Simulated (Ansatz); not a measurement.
Cs$_{2}$AgBiBr$_{6}$

```cif
data_structure
_symmetry_space_group_name_H-M 'P 1'
_symmetry_Int_Tables_number 1
_cell_length_a 11.4841
_cell_length_b 11.4841
_cell_length_c 11.4841
_cell_angle_alpha 90.000
_cell_angle_beta 90.000
_cell_angle_gamma 90.000
_cell_volume 1514.59
loop_
_atom_site_label
_atom_site_type_symbol
_atom_site_fract_x
_atom_site_fract_y
_atom_site_fract_z
_atom_site_occupancy
Bi1 Bi 0.00000 0.00000 0.00000 1
Bi2 Bi 0.50000 0.50000 0.00000 1
Bi3 Bi 0.50000 0.00000 0.50000 1
Bi4 Bi 0.00000 0.50000 0.50000 1
Cs1 Cs 0.75000 0.25000 0.25000 1
Cs2 Cs 0.25000 0.75000 0.25000 1
Cs3 Cs 0.25000 0.25000 0.75000 1
Cs4 Cs 0.75000 0.75000 0.75000 1
Cs5 Cs 0.25000 0.25000 0.25000 1
Cs6 Cs 0.75000 0.75000 0.25000 1
Cs7 Cs 0.75000 0.25000 0.75000 1
Cs8 Cs 0.25000 0.75000 0.75000 1
Ag1 Ag 0.50000 0.00000 0.00000 1
Ag2 Ag 0.00000 0.50000 0.00000 1
Ag3 Ag 0.00000 0.00000 0.50000 1
Ag4 Ag 0.50000 0.50000 0.50000 1
Br1 Br 0.50000 0.00000 0.24873 1
Br2 Br 0.00000 0.50000 0.24873 1
Br3 Br 0.00000 0.00000 0.74873 1
Br4 Br 0.50000 0.50000 0.74873 1
Br5 Br 0.00000 0.00000 0.25127 1
Br6 Br 0.50000 0.50000 0.25127 1
Br7 Br 0.50000 0.00000 0.75127 1
Br8 Br 0.00000 0.50000 0.75127 1
Br9 Br 0.25127 0.00000 0.00000 1
Br10 Br 0.75127 0.50000 0.00000 1
Br11 Br 0.75127 0.00000 0.50000 1
Br12 Br 0.25127 0.50000 0.50000 1
Br13 Br 0.50000 0.24873 0.00000 1
Br14 Br 0.00000 0.74873 0.00000 1
Br15 Br 0.00000 0.24873 0.50000 1
Br16 Br 0.50000 0.74873 0.50000 1
Br17 Br 0.74873 0.00000 0.00000 1
Br18 Br 0.24873 0.50000 0.00000 1
Br19 Br 0.24873 0.00000 0.50000 1
Br20 Br 0.74873 0.50000 0.50000 1
Br21 Br 0.00000 0.25127 0.00000 1
Br22 Br 0.50000 0.75127 0.00000 1
Br23 Br 0.50000 0.25127 0.50000 1
Br24 Br 0.00000 0.75127 0.50000 1
```

Space group Fm-3m.

These are results of Kohn-Sham DFT of a periodic cell, PBE, Ansatz PAW (Ansatz), not measurements.

> What can the converged valence pseudo-density and electron localisation function tell about the bonding?

Ag–Br (2.86 Å): ρ at the midpoint is about 0.23 e/Å³; the ELF is about 0.20 at the midpoint.
Bi–Br (2.89 Å): ρ is about 0.29 e/Å³ halfway; the ELF is about 0.35 at the midpoint.
Cs–Br (4.06 Å): the density is about 0.03 e/Å³ at the midpoint; the ELF is about 0 at the midpoint; a closed-shell, largely ionic contact.

> Metal or insulator at this level of theory?

It is gapped, with a Kohn–Sham gap of 1.9 eV on the k-point mesh, an upper bound to the gap of this method.

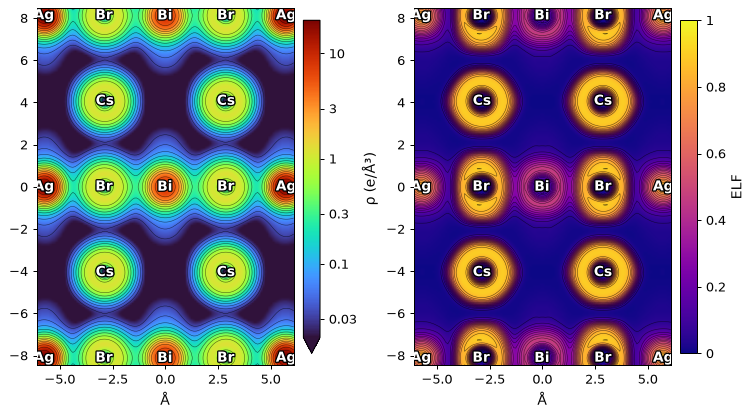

Computed valence pseudo-density and electron localisation function on the (110) plane of the conventional cell, in this order. 

Core electrons are frozen (PAW), and the valence fields are smoothed inside the atomic spheres.
